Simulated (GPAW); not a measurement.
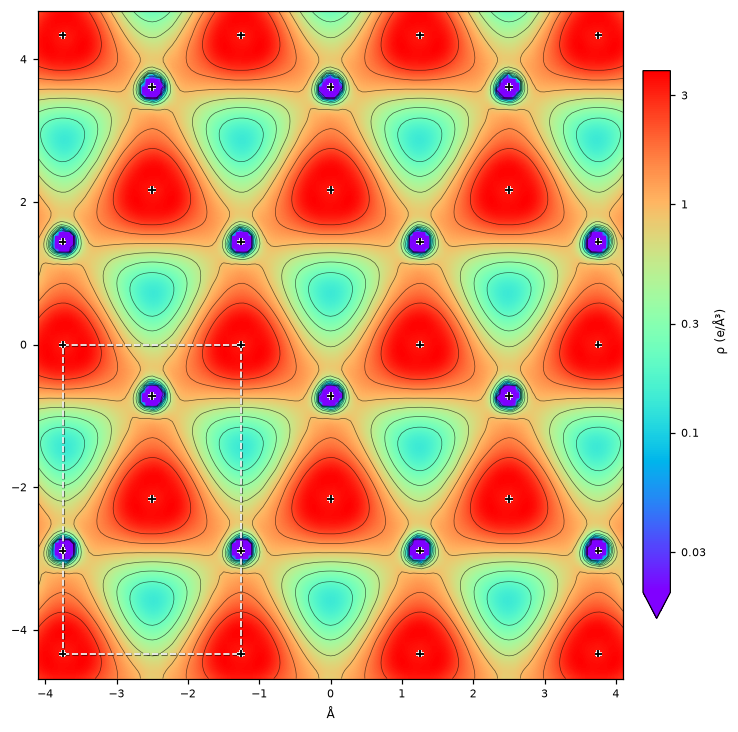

The valence charge density (pseudo) on a plane through atoms (crosses mark nuclei in the plane).

These are results of Kohn-Sham DFT of a periodic cell, PBE, GPAW PAW data sets (gpaw-data 1.2.1) (GPAW), not measurements.

Candidates:
A. CsBr, a = 4.33 Å, b = 4.33 Å, c = 4.33 Å, α = 90.00°, β = 90.00°, γ = 90.00°. Space group Pm-3m; a structure from a database of computed crystals, not necessarily the ambient phase.
B. BN, a = 2.50 Å, b = 6.99 Å, c = 4.33 Å, α = 90.00°, β = 90.00°, γ = 90.00°. Space group Fmm2; a structure from a database of computed crystals, not necessarily the ambient phase; computed pressure about 3 GPa in this cell.
C. Pt, a = 3.17 Å, b = 3.17 Å, c = 3.17 Å, α = 90.00°, β = 90.00°, γ = 90.00°. Space group Im-3m; a structure from a database of computed crystals, not necessarily the ambient phase.

Q: Which candidate gave the map?

A: Candidate B: BN on the (010) plane of the conventional cell, which holds N and B. B–N (1.44 Å): ρ is about 1.8 e/Å³ halfway.
